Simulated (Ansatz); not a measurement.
Al16HO24: single-point calculation (part 2 of 2)

Continued. System: Al16HO24 (defect cell, 41 atoms in the cell). Method: DFT PBE, scalar-relativistic, plane waves, PAW, spin-polarised (Ansatz 0.2.0); cutoff 420 eV, 3×3×3 k-mesh, Gaussian smearing of 0.05 eV, collinear spins. The structure derives from a Materials Project entry.

### What the program printed, continued
```
--- Forces (eV/Å), atoms counted from 1 ---
  atom   1  Al     0.00723510     0.00168732    -0.00419256
  atom   2  Al    -0.00611064    -0.00589122    -0.00060090
  atom   3  Al     0.00189049    -0.00351582    -0.01353160
  atom   4  Al    -0.00182811     0.00701491    -0.00172819
  atom   5  Al    -0.00328861     0.00083844     0.00081427
  atom   6  Al     0.00130099    -0.00261722     0.00090305
  atom   7  Al     0.00151369     0.00255818     0.00123160
  atom   8  Al    -0.00125392     0.00088726     0.00229122
  atom   9  Al    -0.00212015    -0.00018631     0.00226210
  atom  10  Al     0.00174241     0.00102720     0.00192265
  atom  11  Al     0.00098598    -0.00062900    -0.00222584
  atom  12  Al    -0.00030748    -0.00218046     0.00234848
  atom  13  Al     0.00074353    -0.00218905    -0.00486499
  atom  14  Al     0.00171690     0.00004242    -0.00370663
  atom  15  Al    -0.00211159     0.00004966     0.00542367
  atom  16  Al     0.00034911    -0.00243277    -0.00213718
  atom  17  O      0.01128467    -0.00387865     0.00075717
  atom  18  O      0.00254395     0.00511082    -0.00345841
  atom  19  O      0.00046805     0.00091481    -0.00054322
  atom  20  O      0.00113233     0.00162378    -0.00076503
  atom  21  O      0.00876780    -0.00664323    -0.00509643
  atom  22  O     -0.00284863    -0.00317380     0.00254256
  atom  23  O      0.00303917     0.00005648    -0.00120369
  atom  24  O      0.00675690    -0.00465997     0.00242984
  atom  25  O     -0.00936271    -0.00455342     0.00537421
  atom  26  O     -0.01036160    -0.00286573    -0.00442918
  atom  27  O     -0.00095493    -0.00309986     0.00107253
  atom  28  O     -0.00100806     0.00497271     0.00090125
  atom  29  O     -0.00571333     0.00041705    -0.00483084
  atom  30  O     -0.00208222     0.00407324     0.00017908
  atom  31  O      0.00081415     0.00084427    -0.00035592
  atom  32  O     -0.00071906     0.00833038     0.00387602
  atom  33  O      0.00296510    -0.00236441     0.00098286
  atom  34  O     -0.00853352    -0.00659780     0.00222271
  atom  35  O     -0.00069604    -0.00084317     0.00007608
  atom  36  O      0.00043805    -0.00440725    -0.00554849
  atom  37  O      0.00457856    -0.00279729     0.00161136
  atom  38  O     -0.00046168     0.01103810     0.00244516
  atom  39  O     -0.00240843     0.00160003    -0.00045857
  atom  40  O      0.00158158     0.01174083    -0.00684811
  atom  41  H      0.00032666     0.00072312     0.02488717
  max |Σ_I F_I| component: 2.93e-5 eV/Å
--- Band table (eV; the first three rows and the last of 28) ---
  k-point 0 ↑: bands = ["-12.1584", "-10.9134", "-10.9131", "-10.8968", "-10.8869", "-10.8864", "-10.8669", "-9.9551", "-9.9549", "-9.9409", "-9.7880", "-9.7506", "-9.7498", "-9.7497", "-9.5484", "-9.5075", "-9.5072", "-9.4467", "-9.4466", "-9.4174", "-9.4173", "-9.2215", "-9.2214", "-9.2013", "0.3932", "0.7338", "0.8889", "0.8892", "1.4977", "1.6698", "1.8817", "1.8819", "1.9598", "1.9600", "2.0133", "2.0135", "2.0395", "2.1327", "2.4854", "2.5164", "2.5165", "2.5522", "2.5523", "2.5931", "2.6185", "2.6188", "2.9526", "3.2126", "3.2127", "3.7181", "3.8521", "3.8524", "3.9471", "4.0828", "4.1459", "4.1461", "4.1534", "4.6426", "4.7531", "4.7532", "4.8221", "4.8294", "4.8295", "5.0010", "5.0332", "5.0333", "5.3074", "5.3075", "5.3393", "5.3867", "5.4928", "5.4931", "5.6404", "5.6406", "5.8253", "5.8622", "5.8624", "6.0219", "6.0221", "6.1054", "6.1730", "6.1731", "6.2290", "6.2292", "6.2465", "6.3027", "6.3029", "6.5279", "6.5719", "6.5721", "6.6289", "6.6473", "6.6475", "6.9843", "7.0181", "7.0182", "9.1825", "13.3679", "15.9700", "16.3967", "16.3970", "16.4655", "16.4656", "16.4694", "16.9163", "17.0083", "17.0085", "17.1239", "17.3240", "17.3243", "17.4168", "17.7795"]
  k-point 1 ↑: bands = ["-11.9939", "-11.5344", "-10.9946", "-10.9735", "-10.7042", "-10.6871", "-10.2798", "-10.1924", "-10.1717", "-9.8942", "-9.8420", "-9.7902", "-9.7551", "-9.7363", "-9.6604", "-9.6258", "-9.4596", "-9.3826", "-9.3641", "-9.3453", "-9.2914", "-9.2255", "-9.2179", "-9.2056", "0.5627", "0.7777", "0.9915", "1.1002", "1.3289", "1.4925", "1.6072", "1.6900", "1.7263", "1.8347", "1.9108", "2.0268", "2.1046", "2.1569", "2.2723", "2.3012", "2.3395", "2.4388", "2.6286", "2.7972", "2.8294", "2.9904", "3.0630", "3.1340", "3.5420", "3.5729", "3.8256", "3.8766", "4.0423", "4.1086", "4.1957", "4.3697", "4.4473", "4.5487", "4.6493", "4.6717", "4.8028", "4.9002", "4.9778", "5.0740", "5.1343", "5.1491", "5.1959", "5.3212", "5.4528", "5.4718", "5.5084", "5.5762", "5.6257", "5.6620", "5.6764", "5.7339", "5.8386", "5.8522", "5.8913", "6.0888", "6.1082", "6.1285", "6.2233", "6.2453", "6.2645", "6.3207", "6.3679", "6.4185", "6.5479", "6.5892", "6.6046", "6.6552", "6.7418", "6.7856", "6.9147", "7.0034", "9.2137", "14.0178", "15.4175", "16.3446", "16.3804", "16.4550", "16.6359", "16.7878", "16.9126", "16.9632", "17.0012", "17.1262", "17.2871", "17.3046", "17.3590", "17.4449"]
  k-point 2 ↑: bands = ["-11.9939", "-11.5344", "-10.9947", "-10.9734", "-10.7041", "-10.6872", "-10.2796", "-10.1928", "-10.1714", "-9.8943", "-9.8419", "-9.7904", "-9.7551", "-9.7361", "-9.6605", "-9.6257", "-9.4595", "-9.3826", "-9.3641", "-9.3453", "-9.2914", "-9.2256", "-9.2180", "-9.2055", "0.5628", "0.7778", "0.9912", "1.1004", "1.3288", "1.4927", "1.6073", "1.6900", "1.7263", "1.8347", "1.9109", "2.0265", "2.1049", "2.1569", "2.2721", "2.3014", "2.3395", "2.4387", "2.6287", "2.7972", "2.8295", "2.9903", "3.0631", "3.1340", "3.5419", "3.5733", "3.8256", "3.8766", "4.0421", "4.1084", "4.1959", "4.3697", "4.4473", "4.5488", "4.6492", "4.6717", "4.8028", "4.9000", "4.9778", "5.0739", "5.1342", "5.1491", "5.1958", "5.3213", "5.4527", "5.4719", "5.5084", "5.5763", "5.6256", "5.6618", "5.6767", "5.7339", "5.8383", "5.8526", "5.8912", "6.0888", "6.1081", "6.1284", "6.2234", "6.2456", "6.2645", "6.3205", "6.3682", "6.4181", "6.5483", "6.5890", "6.6044", "6.6553", "6.7417", "6.7855", "6.9148", "7.0033", "9.2136", "14.0178", "15.4174", "16.3446", "16.3804", "16.4550", "16.6360", "16.7879", "16.9126", "16.9633", "17.0009", "17.1261", "17.2871", "17.3048", "17.3592", "17.4448"]
  k-point 13 ↓: bands = ["-11.6254", "-11.6089", "-11.2266", "-11.2067", "-10.6303", "-10.6216", "-10.3746", "-10.3298", "-10.0288", "-10.0148", "-9.7337", "-9.7120", "-9.6684", "-9.6206", "-9.5581", "-9.5322", "-9.4036", "-9.3594", "-9.3329", "-9.3011", "-9.2623", "-9.2373", "-9.2299", "-9.2119", "0.6928", "0.9034", "0.9627", "1.0403", "1.0487", "1.1759", "1.1985", "1.5862", "1.8897", "1.9406", "2.0491", "2.1645", "2.2211", "2.2669", "2.3951", "2.4731", "2.5001", "2.5205", "2.7963", "2.8642", "2.9953", "3.0711", "3.2094", "3.4041", "3.4708", "3.6145", "3.8922", "3.9555", "4.1064", "4.1850", "4.3172", "4.3563", "4.5229", "4.5770", "4.6621", "4.6804", "4.7281", "4.7956", "4.8523", "4.9198", "5.0152", "5.1307", "5.2744", "5.3273", "5.3690", "5.3893", "5.5131", "5.6150", "5.6675", "5.7288", "5.7594", "5.8093", "5.8533", "5.9581", "5.9830", "6.0148", "6.0637", "6.1626", "6.1702", "6.2041", "6.2228", "6.2482", "6.3941", "6.4296", "6.6736", "6.7249", "6.7463", "6.7584", "6.8229", "6.8699", "6.9087", "6.9159", "11.6127", "15.0907", "15.5470", "15.8076", "16.0116", "16.1895", "16.4452", "16.6132", "16.7359", "16.8836", "16.9316", "16.9920", "17.1248", "17.3300", "17.4964", "17.7227"]
--- Löwdin populations: 41 sites ---
  site symbol       q [e]    m [muB]
     0     Al      1.7187     0.0005
     1     Al      1.7187     0.0005
     2     Al      1.7308    -0.0023
     3     Al      1.7187     0.0005
     4     Al      1.7080    -0.0016
     5     Al      1.7080    -0.0016
     6     Al      1.7070     0.0012
     7     Al      1.7080    -0.0016
     8     Al      1.6966     0.0019
     9     Al      1.6966     0.0019
    10     Al      1.7715     0.0476
    11     Al      1.6966     0.0019
    12     Al      1.6965     0.0021
    13     Al      1.6965     0.0021
    14     Al      1.6984     0.0003
    15     Al      1.6964     0.0021
    16      O      6.7900     0.0502
    17      O      6.7967     0.0031
    18      O      6.7968     0.0005
    19      O      6.7979     0.0014
    20      O      6.7894     0.0368
    21      O      6.7973     0.0009
    22      O      6.7972    -0.0002
    23      O      6.7972     0.0024
    24      O      6.7972     0.0024
    25      O      6.7893     0.0368
    26      O      6.7972    -0.0002
    27      O      6.7974     0.0009
    28      O      6.7967     0.0031
    29      O      6.7979     0.0014
    30      O      6.7968     0.0005
    31      O      6.7899     0.0502
    32      O      6.7978     0.0014
    33      O      6.7900     0.0501
    34      O      6.7968     0.0005
    35      O      6.7967     0.0031
    36      O      6.7973     0.0009
    37      O      6.7972     0.0024
    38      O      6.7972    -0.0002
    39      O      6.7893     0.0369
    40      H      0.9437     0.6451
  spilling = 0.008301 (of n_electrons = 193.000000)
--- Band densities, each state counted as filled ---
  window                                       electrons  max residual (eV)  cut levels
  e_range: [-1.71, -1.1]             1.000000 + 0.000000             1.1e-6           0
  e_range: [1.1, 1.71]               0.000000 + 1.000000             1.3e-4           0
  e_range: [-1.21, -1.08]            1.000000 + 0.000000             1.1e-6           0
  e_range: [1.08, 1.32]              0.000000 + 1.000000             1.3e-4           0
```

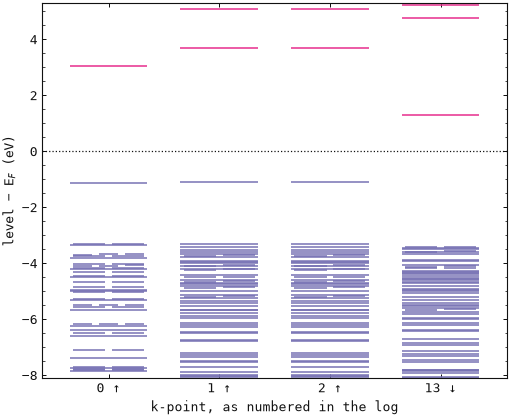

Figure 1. Kohn–Sham levels near the Fermi level (dotted) at the few k-points that the log prints; levels within 0.02 eV of each other stand side by side. Among these points the highest filled and lowest empty levels are 2.40 eV apart; the gap on the full mesh, 2.22 eV, has an edge at a point that isn't printed.

### Key numbers

- outcome: converged
- electrons treated: 193
- free energy: −22288.2515 eV
- Fermi energy: 10.324 eV
- gap on the k-point mesh: 2.22 eV
- net moment of the cell: 1.00 μB
- integrated absolute moment: 1.05 μB
- largest force (length of the vector): 0.025 eV/Å
- hardware: 4 threads of Arm Neoverse V2, 24 GiB of memory available, shared host
- wall time: 43 s (CPU time 2.8 min)
- peak memory: 1.4 GiB

Notes on the run: the state was not tested for a lower one.
